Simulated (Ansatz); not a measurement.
# PbS (Galena): spin-orbit coupling beyond the local functionals

Aim: the spin-orbit change of the gap of PbS (Galena).

Calculated with Ansatz 0.2.0; density functionals with and without spin-orbit coupling, plane waves, PAW.

The database entry behind the starting cell differs from later determinations by our own check (about 0.1 % short), so it need not match the best structure at ambient conditions.

## 1. The structure

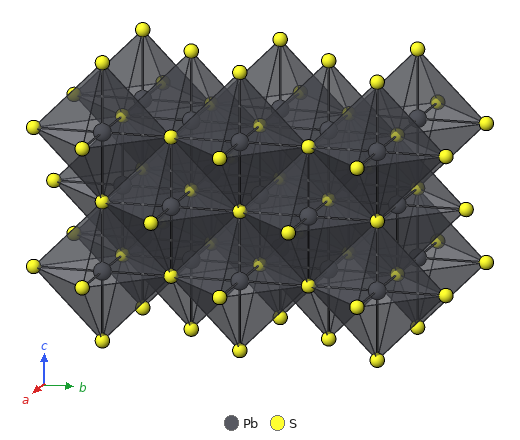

Start, viewed slightly off an axis; lead dark grey, sulfur yellow. 1×2×1 cells are drawn. This picture shows the conventional cell, with its axes. Some periodic images of atoms are drawn too.

The cell and positions come from the Crystallography Open Database and are kept as given unless a step says otherwise. Spin-orbit coupling is left out unless a step names it.

## 2. HSE06, 4×4×4 mesh

This step: DFT, HSE06, plane waves, PAW; PAW set soft_1.

Input file input.yaml:

```yaml
crystal:
  lattice:
    - [0.0, 2.96575, 2.96575]
    - [2.96575, 0.0, 2.96575]
    - [2.96575, 2.96575, 0.0]
  atoms:
    - { symbol: Pb, position: [0.0, 0.0, 0.0] }
    - { symbol: S, position: [0.5, 0.5, 0.5] }
kpoints:
  mp_grid: { grid: [4, 4, 4] }
  band_path:
    path:
      - [0.0, 0.0, 0.0]
      - [0.5, 0.0, 0.5]
      - [0.625, 0.25, 0.625]
      - [0.375, 0.375, 0.75]
      - [0.5, 0.5, 0.5]
      - [0.5, 0.25, 0.75]
    npoints: 1
hamiltonian:
  xc: hse06
  pseudopotentials: { kind: paw, azcp: { folder: soft_1 } }
scf:
  occupations: { method: fixed }
  n_extra_bands: 4
output:
  eigenvalues: true
```

Launch:

```sh
$ ansatz run input.yaml --threads 24 --pin off --max-ram 82944MiB --backend cuda --events-out ev --progress --plain --runs-dir out --devices 1 --max-vram 78GiB
```

Numbers of over 12 decimals in the logs are rounded to 6 here.

Log:

```text
scf.n_extra_bands = 4 over 10 filled bands (N_el = 20.0): the run solves 14 bands
GPUs: using 1 of 1 available (devices: 1).
Engine: ansatz 0.2.0, aarch64-unknown-linux-gnu
Pseudopotentials: kind: paw
Pseudopotential: Pb, paw, valence charge 14, recommended cutoff 420 eV (normal), soft_1/Pb.paw.azcp
Pseudopotential: S, paw, valence charge 6, recommended cutoff 420 eV (normal), soft_1/S.paw.azcp
Functional definition: HSE06
  parameter a = 0.25
  parameter omega = 0.11/bohr
  exchange = pbe_x - a*pbe_x_sr(omega) + a*exact_x_sr(omega)
  correlation = pbe_c
davidson cushion auto → on  (no smearing: the cushion is to keep the highest requested band from converging to the state above it; pin scf.eigensolver.cushion to override)
device memory: the entry about to start is reckoned to put 2.0 GiB on a device that reports 180.2 GiB free (of which the cap on the GPU budget leaves the run 78.0 GiB)
GPU FFT provider: cuFFT
GPU libraries: cuBLAS 13.8.1, cuFFT 12.4.0, cuSOLVER 12.3.2
GPU matrix products: emulated (plane waves: as basis.precision tells), large ones in fixed point in workspaces of 1.00 GiB
Crystal: 2 atoms, lattice volume = 52.172 Å³
Basis set: ecut = 420 eV, 965 PW (Γ)
Bands: 14, of which v1, the nominal top of the filled ones, is band 10 counted from 1 (9 counted from 0)
Symmetry: 48 space group operations
Space group: Fm-3m (ITA 225), of the structure as read, at distance tolerance 3.7e-5 Å
k-points: 8 of 64
Non-local potential: Pb, projectors of the file, l = 0: 2, l = 1: 2, l = 2: 2, l = 3: 1
Non-local potential: S, projectors of the file, l = 0: 2, l = 1: 2, l = 2: 1
PAW form: soft (Blöchl's): semilocal exchange-correlation on the pseudo side does not see the compensation charge
PAW frozen core: Pb, regenerated for the run's functional, and the local potential with it (the file was generated under x = pbe(κ = 0.804, μ = 0.219515), c = pbe(β = 0.066725))
PAW frozen core: S, regenerated for the run's functional, and the local potential with it (the file was generated under x = pbe(κ = 0.804, μ = 0.219515), c = pbe(β = 0.066725))
PAW one-centre angular grid: Pb, 590 points (default); XC on 64 Gauss nodes
PAW one-centre angular grid: S, 110 points (default); XC on 64 Gauss nodes
Initial density: superposition of atomic densities (chi_scale 0.1, normalization cell, long waves kept (reshape's long-wave potential 0.00 eV rms))
Initial wavefunctions: pseudopotential atomic-orbital guess
GPU buffer pool allocated for 27000 grid points (all kernels)
GPU transforms: local potential and band sums: pruned to the plane-wave sphere, on 30×30×30
[...]
GPU matrix products: emulated (plane waves: as basis.precision tells), large ones in fixed point in workspaces of 1.00 GiB
GPU buffer pool allocated for 27000 grid points (all kernels)
GPU transforms: local potential and band sums: pruned to the plane-wave sphere, on 30×30×30
Exchange kernel: α = 0.2500, screened, ω = 0.2079 Å⁻¹, Wigner–Seitz truncation, v(0) = 1032.7969 eV·Å³, q-mesh 4×4×4, nearest image of the exchange supercell L = 16.78 Å, pair-density grid 18×18×18, without the augmentation charges, whose exchange is taken in its separable form by FFT convolution over the k-point mesh (sized by the pseudopotential files, 24×24×24 at the most), smooth part of the exact exchange by density-matrix convolution in up to 1.12 GiB of GPU memory as planned if the GPU has room (build and FFT work areas not counted)
Frozen-core exchange: fock
SCF iter   1: F=—  HF=-12815.949693 eV  |F-HF|=—  |Δ(HF+E_count)|=         —  Δρ=2.51e-5  dr2=3.94e-7  ethr=4.72e-7  ⟨swp⟩=2.0  Hψ=256  notcnv=0
preconditioner: auto → none  [insulator: Δε(μ)=0.803 eV  Ē_g=17.357 eV  n_scr=14 (ndim 8)  ℏωp=23.0 eV  f_vac=0.000]
SCF iter   2: F=-12815.949693 eV  HF=-12815.949693 eV  |F-HF|=4.02e-8  |Δ(HF+E_count)|=   5.94e-7  Δρ=1.30e-5  dr2=7.71e-8  ethr=1.67e-9  ⟨swp⟩=4.9  Hψ=439  notcnv=0
SCF 3 converged in 2 iterations: F = -12815.949693 eV  dr2 = 7.71e-8
hybrid outer 2: dexx = +3.271e-7 eV, tail = 1.68e-7 eV, Δε = 2.33e-3 eV (about 3.17e-4 eV left of the loop's levels)
device memory: the entry about to start is reckoned to put 0.3 GiB on a device that reports 182.4 GiB free (of which the cap on the GPU budget leaves the run 78.0 GiB)
NSCF: frozen V_eff on 6 k-points
hybrid SCF converged: 2 outer / 7 inner (+6 warm-up), last move |dexx| = 3.27e-7 eV, tail = 1.68e-7 eV
Stability not checked: this state was not tested for a lower state beside it, because the functional holds exact exchange (a hybrid, or Hartree-Fock), whose exchange loop this test does not read (fock_operator; see scf.lower_state_search)
Free energy (F): -12815.949693 eV
Frozen-core exchange: fock
Harris-Foulkes:  -12815.949693 eV  (|F-HF|=4.02e-8)
Internal energy: -12815.949693 eV  (E = F + TS)
E sigma→0 (E₀):  -12815.949693 eV
Fermi energy:    8.284793 eV
--- Per-component energies (eV) ---
  E_band       = -82.767076
  E_kinetic    = 396.380038
  E_local      = -1188.153429  (includes V_loc(G=0)·N_el)
  E_nonlocal   = 339.557100
  E_hartree    = 448.641643
  E_xc         = -236.537022
  E_vxc        = -177.552786  (∫ρ·V_xc dr)
  E_exx        = -42.558750  (= α·E_x^exact, valence–valence)
  E_paw        = -11020.160275  (= ΣΔE_a)
  E_vpaw       = -265.166951  (= ΣTr[D̂ρ^β])
  E_aug_tail   = -0.000006  (compensation charges beyond the density's cutoff)
  E_ewald      = -1513.356403
  E_core_change = 0.237411  (= ΣΔE_core)
  E_smearing   = -0.000000  (= −TS)
  E_closure    = -0.000000  (closes the sum)
  Σ components = -12815.949693   (vs F -12815.949693, Δ=1.82e-12)
--- Band table (eV; the first three rows and the last of 8) ---
  k-point 0: bands = [... 6 lower, 1.8737, 5.7362, 5.7362, 5.7362, 14.3262, 14.3262, 14.3262, 15.6986]
  k-point 1: bands = [... 6 lower, 0.1678, 5.9079, 5.9079, 7.0024, 11.1846, 12.1170, 12.1170, 15.8350]
  k-point 2: bands = [... 6 lower, -1.3925, 6.1428, 6.1428, 8.2848, 9.0879, 10.7665, 10.7665, 17.7459]
  k-point 7: bands = [... 6 lower, -0.3146, 3.2739, 3.2739, 7.0604, 11.0405, 13.6873, 13.6873, 17.3118]
```

It took 4 s on 1 × NVIDIA GB200 (shared by 2 runs) with 24 threads of Arm Neoverse V2, shared host; peak memory 1.2 GiB.

This step gave:

```
gap                     : 0.8031 eV
valence top at          : L
conduction bottom at    : L
least direct gap        : 0.8031 eV
exact-exchange fraction : 0.25
```

The gap is direct, at (0.500, 0.500, 0.500).

## 3. HSE06+SOC, 4×4×4 mesh

Spin-orbit coupling can split or shift the edges; a non-collinear run measures by how much.

This step: DFT, HSE06 with spin-orbit coupling, plane waves, PAW; PAW set soft_1.

input.yaml, the sections that differ from step 2:

```yaml
hamiltonian:
  xc: hse06
  pseudopotentials: { kind: paw_fr, azcp: { folder: soft_1 } }
scf:
  occupations: { method: fermi_dirac, width: 0.02 }
  n_extra_bands: 8
magnetization:
  noncollinear: true
  spin_orbit: true
# crystal, kpoints, output: as in step 2
```

Log:

```text
[...]
GPUs: using 1 of 1 available (devices: 1).
[...]
non-collinear run that drives no moment, with spin-orbit: no starting moment large enough to seed its density (crystal.atoms[].spin), no starting occupations that ask for one, no magnetisation constraint and no magnetic field, so the semilocal B_xc is pinned to zero
[...]
Crystal: 2 atoms, lattice volume = 52.172 Å³
Basis set: ecut = 420 eV, 965 PW (Γ)
Bands: 28, of which v1, the nominal top of the filled ones, is band 20 counted from 1 (19 counted from 0)
Symmetry: 48 space group operations + 48 with time reversal
[...]
k-points: 8 of 64
Projection manifold: j_resolved (fully-relativistic pseudo-atomic orbitals)
[...]
SCF iter   1: F=—  HF=-12850.714929 eV  |F-HF|=—  |Δ(HF+E_count)|=         —  Δρ=2.92e-2  dr2=9.75e-1  dr2_m=0.00e0 (ungated)  ethr=1.00e-1  |M|=0.00e0 ∫|m|=0.00e0 μB  |m|>n=0.0e0 m-floor=0.0e0 τ_xc=0.0e0  β_m=0.30  ⟨swp⟩=5.6  Hψ=762  notcnv=0
[...]
SCF iter  10: F=-12850.506525 eV  HF=-12850.506525 eV  |F-HF|=4.37e-11  |Δ(HF+E_count)|=  1.64e-11  Δρ=3.64e-7  dr2=7.15e-11  dr2_m=0.00e0 (ungated)  ethr=1.06e-11  |M|=0.00e0 ∫|m|=0.00e0 μB  |m|>n=0.0e0 m-floor=0.0e0 τ_xc=0.0e0  ⟨swp⟩=4.0  Hψ=506  notcnv=0
SCF 1 converged in 10 iterations: F = -12850.506525 eV  dr2 = 7.15e-11
[...]
Projection manifold: j_resolved (fully-relativistic pseudo-atomic orbitals)
[...]
Frozen-core exchange: fock
[...]
SCF 2 stopped early in 5 iterations: F = -12826.424621 eV  dr2 = 1.26e-5
[...]
hybrid outer 1: dexx = +1.709e-2 eV, tail = 6.54e-5 eV
[...]
Projection manifold: j_resolved (fully-relativistic pseudo-atomic orbitals)
[...]
Frozen-core exchange: fock
[...]
SCF 3 converged in 3 iterations: F = -12826.424400 eV  dr2 = 6.78e-8
[...]
NSCF: frozen V_eff on 6 k-points
[...]
Magnetization: |M| = 0.0000 μB,  M = (+0.0000, +0.0000, +0.0000) μB
Absolute magnetization: 0.0000 μB (∫|m|)
  site 0: m = (+0.0000, +0.0000, +0.0000) μB, |m| = 0.0000 μB  (R = 1.22 Å)
  site 1: m = (+0.0000, +0.0000, +0.0000) μB, |m| = 0.0000 μB  (R = 1.22 Å)
Free energy (F): -12826.424400 eV
Frozen-core exchange: fock
[...]
Internal energy: -12826.424381 eV  (E = F + TS)
E sigma→0 (E₀):  -12826.424390 eV
Entropy (-TS):   -0.000019 eV (-0.009 meV/atom)
Fermi energy:    8.436751 eV
[...]
--- Band table (eV; the first three rows and the last of 8) ---
  k-point 0: bands = [... 16 lower, 5.7955, 5.7955, 5.7955, 5.7955, 12.4803, 12.4803, 15.0644, 15.0644, ... 4 higher]
  k-point 1: bands = [... 16 lower, 5.9344, 5.9344, 6.9592, 6.9592, 10.4621, 10.4621, 11.9545, 11.9545, ... 4 higher]
  k-point 2: bands = [... 16 lower, 6.1220, 6.1220, 8.2816, 8.2816, 8.5920, 8.5920, 10.3429, 10.3429, ... 4 higher]
  k-point 7: bands = [... 16 lower, 3.3669, 3.3669, 7.0312, 7.0312, 10.7378, 10.7378, 13.5347, 13.5347, ... 4 higher]
```

Wall time 5.9 s (1 × NVIDIA GB200 (shared by 2 runs) with 24 threads); peak memory 1.4 GiB; 19 s of CPU time.

This step gave:

| Item | Value |
| --- | --- |
| gap | 0.3104 eV |
| valence top at | L |
| conduction bottom at | L |
| least direct gap | 0.3104 eV |
| exact-exchange fraction | 0.25 |

The gap stands −0.49 eV against HSE06.

## 4. Together

Times are wall times on 1 × NVIDIA GB200 (shared by 2 runs) with 24 threads of Arm Neoverse V2, shared host, good to a factor of about two.

| level | gap (eV) | with coupling (eV) | change (eV) | time | with coupling |
| --- | --- | --- | --- | --- | --- |
| HSE06 | 0.80 | 0.31 | −0.49 | 4 s | 5.9 s |

## 5. What came out

| Property | Result |
| --- | --- |
| HSE06 | 0.80 eV |
| HSE06+SOC | 0.31 eV |

**Reading.** Spin-orbit coupling changes the gap by −0.49 eV and the least direct gap by −0.49 eV.

[Paths, hosts, dates, memory and timing lines, banners, echoed tables and standing remarks are left out of the program output.]

[Logs are printed without paths, hosts, clocks, repeated set-up lines and the standing remarks that a program may print on its own settings, such as how far it seeks lower states.]

[Runs of the session that timed out or met a known fault of the program may be left out.]

[Cells called generated may have been cut or substituted from an entry of the Crystallography Open Database or the Materials Project.]

[Hosts, paths, dates, database ids (printed as entryN), source tags and the programs' standing remarks are cut or masked in the printed files.]
